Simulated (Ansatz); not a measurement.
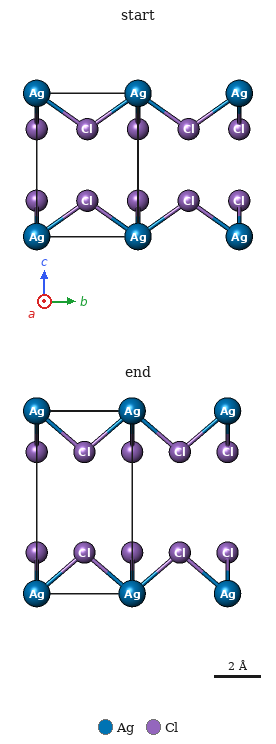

The structure of a crystal of AgCl4 (a generated structure, set up in P4/mmm) before (top) and after (bottom) a relaxation, at one scale.

Style: ball-and-stick. Shown: the cell of the calculation, repeated 1 × 2 × 1 with one cell outlined, along the a axis.

Level of theory: Ansatz 0.2.0, DFT PBE, scalar-relativistic, plane waves, PAW. Set-up: plane-wave cutoff 420 eV; k-point mesh 8 × 8 × 6; occupations gaussian; smearing width 0.1 eV; no spin polarisation; cell and atoms relaxed; force threshold 0.01 eV/Å; at most 80 steps.

Question: What changed between the two?

Answer: The energy falls by 0.230 eV per cell of the calculation in 12 accepted moves (14 points after the start). The largest force component goes from 0.054 to 0.0002 eV/Å. The pressure goes from 0.44 to 0.00 GPa. The SCF was repeated twice at an unchanged geometry on a basis and grid sized afresh for the cell, which shifted the energy by 12.7 meV per cell of the calculation at most. The largest moves relative to the cell, 0.20 Å, are those of Cl atoms. Ag stays in place. The volume changes by +13.2 %, with a = b 4.414 → 4.159 Å (−5.8 %), c 6.242 → 7.959 Å (+27.5 %). Some distances before and after: Ag–Cl 2.703 → 2.742 Å. Bond angles that change, for instance: Ag–Cl–Ag 109.5° → 98.6°. The space group stays P4/mmm (No. 123).

Limits of the set-up: an odd number of electrons was run without spin polarisation, which fails if the electron would localise.
